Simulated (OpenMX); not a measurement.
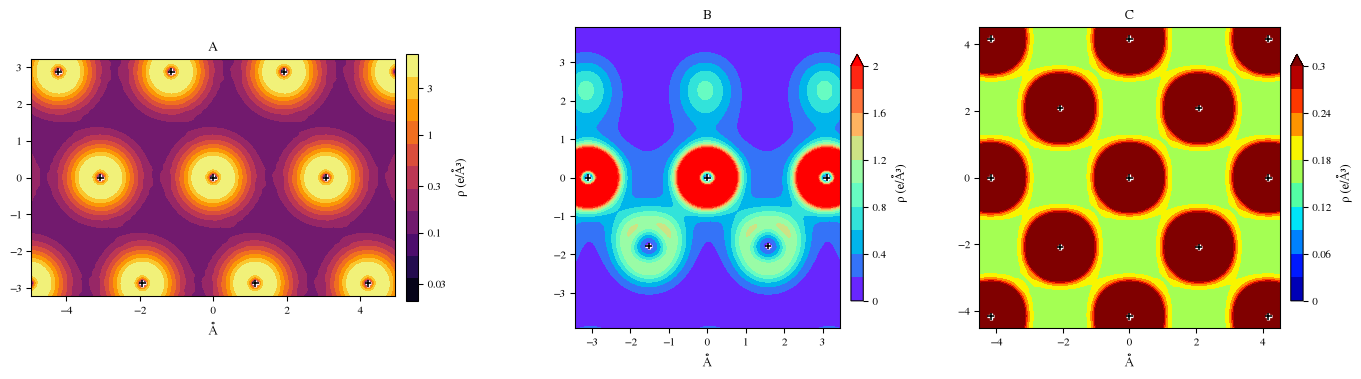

The valence electron density of 3 systems, each on a plane through atoms (crosses mark nuclei in the plane).

The calculation used Kohn-Sham DFT of a periodic cell, PBE with D3(BJ), OpenMX 2013 PBE set (OpenMX).

System 1: Cd, the (010) plane of the conventional cell. Space group P-1; a structure from a database of computed crystals, not necessarily the ambient phase; changed on purpose from its base cell (cell strained at random at fixed volume).

System 2: MoS2, the (011̄) plane of the conventional cell. Space group P1; changed on purpose from its base cell (cell strained at random at fixed volume); not relaxed (largest force 1.3 eV/Å).

```
CELL_PARAMETERS angstrom
-1.51351 2.70529 -0.00424
-3.17413 -0.08494 -0.01956
-1.52448 0.88591 6.09454
ATOMIC_POSITIONS crystal
Mo 0.00000 0.00000 0.00000
S 0.58300 0.58300 0.25100
S 0.75000 0.75000 0.75000
```

System 3: Ti, the (010) plane of the conventional cell. Space group Fm-3m.

```xyz
4
Lattice="4.1655 0.0000 0.0000 0.0000 4.1655 0.0000 0.0000 0.0000 4.1655" Properties=species:S:1:pos:R:3 pbc="T T T"
Ti    0.0000    0.0000    0.0000
Ti    2.0828    2.0828    0.0000
Ti    2.0828    0.0000    2.0828
Ti    0.0000    2.0828    2.0828
```

Match each panel to its system.

Answer. Panel A is system 1, Cd: the plane holds Cd. Cd–Cd (3.10 Å): ρ at the midpoint is about 0.14 e/Å³. Panel B is system 2, MoS2: the plane holds Mo and S. Mo–S (2.34 Å): ρ at the midpoint is about 0.64 e/Å³. Panel C is system 3, Ti: the plane holds Ti. Ti–Ti (2.95 Å): the density is about 0.17 e/Å³ at the midpoint.
